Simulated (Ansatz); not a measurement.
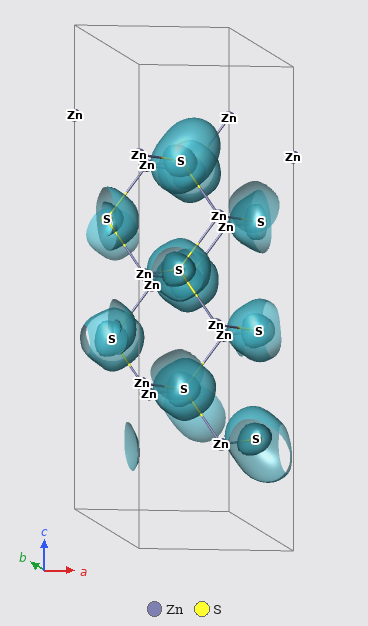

Figure. Zn10S9 (slab). Isosurface of the ELF at 0.75 (cyan), seen slightly off an axis. Only the valence region is drawn (cores and ρ < 0.01 e/Å³ removed). Sticks mark near contacts.

Not relaxed (largest force 0.9 eV/Å).

Theory: Ansatz, DFT PBEsol, scalar-relativistic, plane waves, PAW.

**What do the ELF domains correspond to?**

The ELF exceeds this value in nine regions wrapped around S (the valence shell of each), counted in one cell of 19 atoms. Counts are for one cell; the picture repeats the cell along the surface. Profiles from the grid: Zn–S (2.32 Å): the ELF peaks at about 0.90 in the valence shell of S, 0.8 Å from its nucleus, and is about 0.55 at the midpoint.
